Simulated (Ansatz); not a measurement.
Input

```
crystal:
  lattice:
    - [-1.4922479377, 1.4922479377, 10.7204327695]
    - [1.4922479377, -1.4922479377, 10.7204327695]
    - [1.4922479377, 1.4922479377, -10.7204327695]
  atoms:
    - { symbol: Si, position: [0.5935468609, 0.5935468609, 0.0] }
    - { symbol: Si, position: [0.1977435599, 0.1977435599, 0.0] }
    - { symbol: Si, position: [0.4064531391, 0.4064531391, 0.0] }
    - { symbol: Si, position: [0.8022564401, 0.8022564401, 0.0] }
    - { symbol: C, position: [0.1455157319, 0.6455157319, 0.5] }
    - { symbol: C, position: [0.3544842681, 0.8544842681, 0.5] }
    - { symbol: C, position: [0.75, 0.25, 0.5] }
    - { symbol: C, position: [0.0, 0.0, 0.0] }
    - { symbol: C, position: [0.9590344069, 0.4590344069, 0.5] }
    - { symbol: C, position: [0.5409655931, 0.0409655931, 0.5] }
basis:
  ecutwfc: 420
kpoints:
  mp_grid: { grid: [12, 12, 12] }
  band_path:
    path:
      - [[0.0, 0.0, 0.0], [0.0, 0.0, 0.5], [0.25, 0.25, 0.25], [0.0, 0.5, 0.0], [0.0, 0.0, 0.0], [0.5, 0.5, -0.5], [0.25484392, 0.74515608, -0.25484392]]
      - [[-0.25484392, 0.25484392, 0.25484392], [0.0, 0.0, 0.0]]
      - [[0.0, 0.0, 0.5], [-0.00968785, 0.00968785, 0.5]]
      - [[0.5, 0.5, -0.00968785], [0.5, 0.5, -0.5]]
    npoints: 14
hamiltonian:
  xc: pbe
scf:
  occupations: { method: gaussian, width: 0.02 }
  n_extra_bands: 25
output:
  forces: true
  stress: true
  eigenvalues: true
  populations: true
  dos: { projected: true, de: 0.02, nscf_kmesh: { grid: [18, 18, 18] } }
  bader: true
  write_density: true
  write_potential: true
  elf: true
  volumetric_format: npy
```

Launched as:

```sh
ansatz run input.yaml --threads 1 --pin off --max-ram 2560MiB --backend cpu --events-out ev --progress --plain --runs-dir out
```

Below, planes, directions and counts refer to the conventional cell (a = 2.98 Å, b = 2.98 Å, c = 21.44 Å, α = 90.00°, β = 90.00°, γ = 90.00°).

Space group I-4m2; a generated structure, not necessarily the stable one.

Method: DFT PBE, scalar-relativistic, plane waves, PAW in Ansatz 0.2.0.

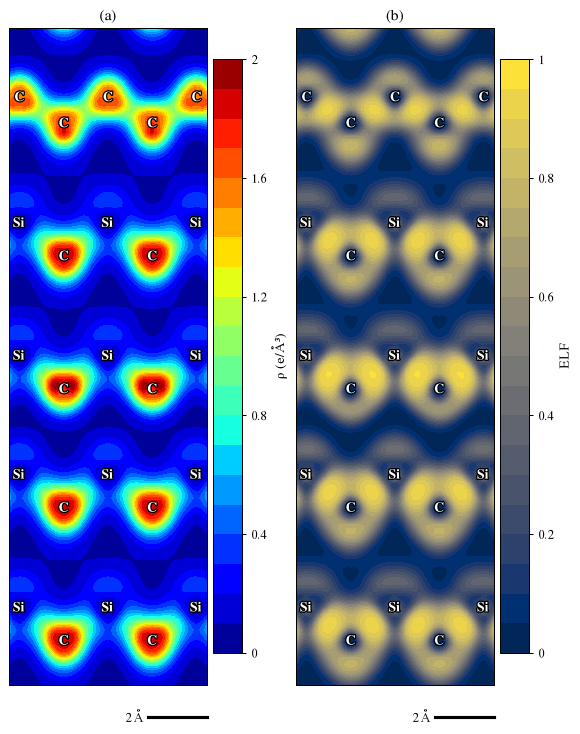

Si$_{2}$C$_{3}$. (a) valence charge density (pseudo); (b) electron localisation function on the (010) plane of the conventional cell.

The density is the valence pseudo-density of a PAW calculation; it isn't the true density close to the nuclei.

**What does the map show?**

- Atoms in the plane: Si and C.
- C–C (1.73 Å): the density is about 1.1 e/Å³ at the midpoint; the ELF peaks at about 0.90 between the atoms; a shared electron pair.
- Si–C (1.87 Å): ρ at the midpoint is about 0.96 e/Å³; the ELF peaks at about 0.95 between the atoms, as expected for a shared electron pair.
- Between the atoms the lowest density in this plane is 0.05 e/Å³.
